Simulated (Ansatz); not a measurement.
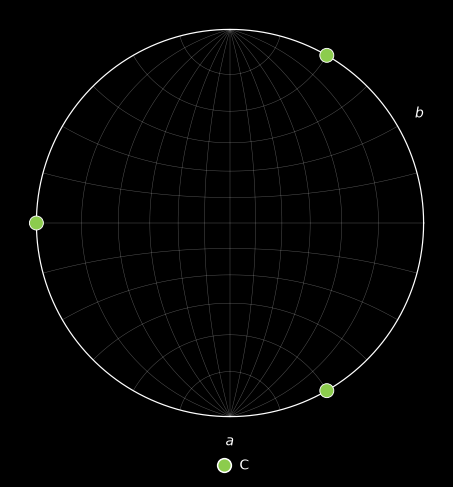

For C, the end point of a relaxation with DFT PBE, scalar-relativistic, plane waves, PAW (Ansatz); the starting structure was generated, so it need not be a known form of this composition: directions from one carbon atom at (1/3, 2/3, 1/4) to its bonded neighbours, in stereographic projection down c (filled: above the plane of the page or in it, open: below). Symmetry computed with spglib at a tolerance of 0.002 Å; standard conventional cell.

Neighbours are counted up to 1.76 Å for C.

```
CELL_PARAMETERS angstrom
2.46654 0.00000 0.00000
-1.23327 2.13609 0.00000
0.00000 0.00000 16.95064
ATOMIC_POSITIONS crystal
C 0.33333 0.66667 0.50000
C 0.66667 0.33333 0.00000
C 0.33333 0.66667 0.00000
C 0.66667 0.33333 0.50000
C 0.00000 0.00000 0.25000
C 0.00000 0.00000 0.75000
C 0.33333 0.66667 0.25000
C 0.66667 0.33333 0.75000
```

Question: How many neighbours are there, and at what angles?

Answer: 3: 3 C at 1.42 Å. Angles between bonds: 120° (3×).

Question: What is the site's symmetry in the crystal?

Answer: Point group -6m2 (D3h), order 12: one −6 axis, three twofold axes, four mirror planes. In No. 194, P6₃/mmc this is Wyckoff position 2c.
